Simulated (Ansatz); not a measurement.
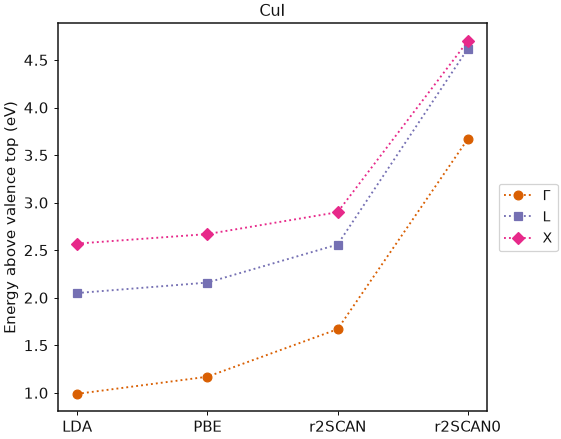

Lowest conduction level at each named k point, counted from the valence-band top at Γ, by several methods on one cell of zincblende CuI, space group F-43m, 2 atoms in the primitive cell, relaxed with r2SCAN; cubic a = 6.024 Å. All runs are without spin-orbit coupling and carry no moments.

| method | program | Γ (eV) | L (eV) | X (eV) |
| --- | --- | --- | --- | --- |
| LDA | Ansatz | 0.99 | 2.05 | 2.57 |
| PBE | Ansatz | 1.17 | 2.16 | 2.67 |
| r2SCAN | Ansatz | 1.67 | 2.56 | 2.90 |
| r2SCAN0 | Ansatz | 3.67 | 4.62 | 4.70 |

One method is left out: HSE06. Predict its row. It was run as: HSE06, Ansatz PAW set, 6×6×6 k mesh, 420 eV cutoff, fixed occupations (Ansatz 0.2.0).

Answer. Exact exchange opens the gap over the semilocal values shown, the highest of which is 1.67 eV (r2SCAN) at Γ. HSE06 gives 2.67 eV at Γ, 3.62 eV at L and 3.84 eV at X, which is +1.50 eV from PBE at Γ.

Does HSE06 shift these levels rigidly from PBE?

Answer. The shifts are +1.50 eV at Γ, +1.46 eV at L and +1.17 eV at X, and at points that aren't plotted +1.31 eV (U) and +1.33 eV (W): over the named points that both runs hold, a spread of 0.33 eV on a mean of 1.35 eV, so one shift describes them only roughly.

How do the methods rank at Γ?

Answer. From low to high: LDA 0.99, PBE 1.17, r2SCAN 1.67, HSE06 2.67, r2SCAN0 3.67 eV.

Settings. LDA: Ansatz PAW set, 8×8×8 k mesh, 420 eV cutoff, fixed occupations (Ansatz 0.2.0). PBE: Ansatz PAW set, 8×8×8 k mesh, 420 eV cutoff, Fermi-Dirac smearing of 0.02 eV (Ansatz 0.2.0). r2SCAN: Ansatz PAW set, 8×8×8 k mesh, 500 eV cutoff, fixed occupations (Ansatz 0.2.0). r2SCAN0: Ansatz PAW set, 6×6×6 k mesh, 500 eV cutoff, fixed occupations (Ansatz 0.2.0).

These are five of the 7 methods that were run on this cell. Spin-orbit coupling is left out, which matters for I. LDA, r2SCAN, HSE06 and r2SCAN0: the PAW data sets were made with another functional. LDA, GGA and most meta-GGA functionals understate gaps. HSE06: the k mesh is thin for exact exchange.
